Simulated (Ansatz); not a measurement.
# C3H5O2 (SMILES CCC(=O)[O-]) (charge −1): what the fields show

Input file:

```
crystal:
  periodic: [false, false, false]
  atoms:
    - {symbol: C, position_ang: [-0.807837, -0.797450, 0.360282]}
    - {symbol: C, position_ang: [0.392632, 0.129085, 0.403211]}
    - {symbol: C, position_ang: [0.660803, 0.925820, -0.905072]}
    - {symbol: O, position_ang: [-0.123642, 0.720637, -1.854941]}
    - {symbol: O, position_ang: [1.646629, 1.691321, -0.854596]}
    - {symbol: H, position_ang: [-1.719860, -0.236440, 0.142488]}
    - {symbol: H, position_ang: [-0.699226, -1.530928, -0.442241]}
    - {symbol: H, position_ang: [-0.946360, -1.334439, 1.308286]}
    - {symbol: H, position_ang: [0.289334, 0.862976, 1.211225]}
    - {symbol: H, position_ang: [1.307527, -0.430572, 0.631358]}
basis:
  gaussian: {orbitals: "def2-TZVPPD.json"}
total_charge: -1
hamiltonian: {xc: pbe0, dispersion: d4}
output: {orbitals: {seedname: orbitals}}
```

Launched as:

```sh
ansatz run in.yaml --threads 4 --pin off --events-out ev --progress --plain --max-ram 10444MiB
```

Geometry: PBE0-D4/def2-TZVPD.

Theory: Ansatz 0.2.0, RKS PBE0-D4/def2-TZVPPD.

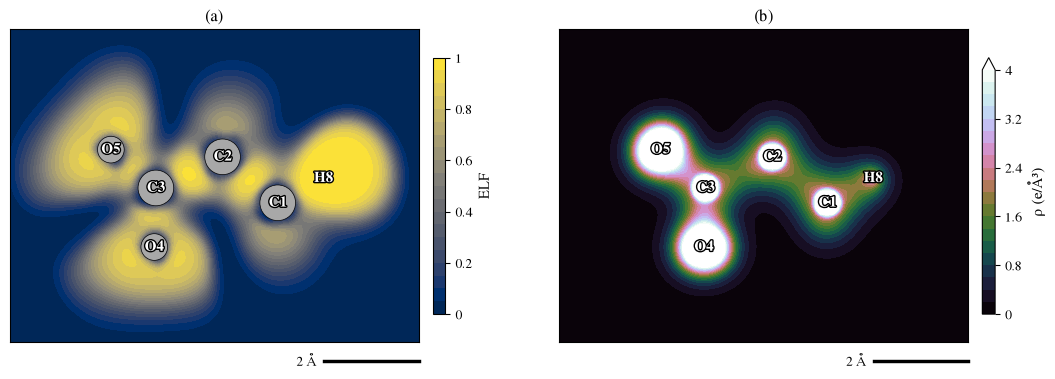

Figure 1. (a) electron localisation function; (b) electron density on the plane of atoms C2, C3 and O5. Grey discs cover the atomic cores in the ELF map.

What do the fields say about this system?

- The section cuts through C, O and H sites.
- C–O (1.25 Å): ρ at the midpoint is about 3.1 e/Å³; the ELF peaks at about 0.85 between the atoms: a polar covalent bond.
- C–C (1.52 Å): the density is about 1.7 e/Å³ at the midpoint; the ELF peaks at about 0.95 between the atoms: a shared electron pair.
- C–H (1.10 Å): ρ is about 1.9 e/Å³ halfway; the ELF climbs to about 1 towards the hydrogen, as it does in any bond to H: a covalent bond by its length.
- The ELF also peaks beside O4 and O5, away from the bonds: lone-pair regions.

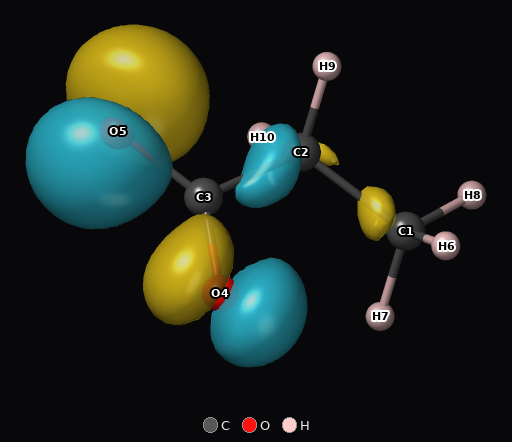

Figure 2. The HOMO at ±0.15 Å⁻³ᐟ² (yellow and cyan are the two phases), seen at a tilt.

What is the character of this orbital?

By Hirshfeld shares it lies mainly on O5 (about 65 %), O4 (about 20 %) and C3 (about 10 %). Its energy is −1.29 eV.

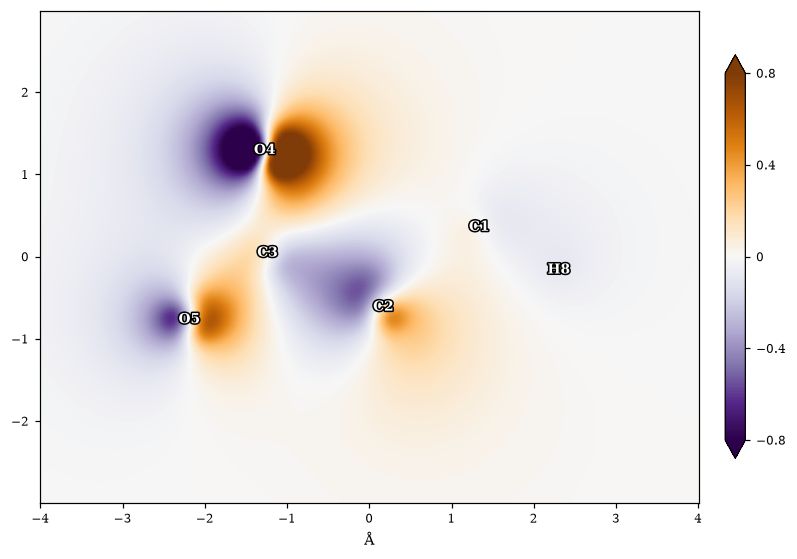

Figure 3. The HOMO−1 on the plane of atoms C1, C2 and C3 (values in Å⁻³ᐟ²; the overall sign is arbitrary).

Where does this orbital lie, and at what energy?

By Hirshfeld shares it lies mainly on O4 (about 60 %), C2 (about 15 %), O5 (about 15 %) and C3 (about 10 %). Its energy is −1.40 eV.
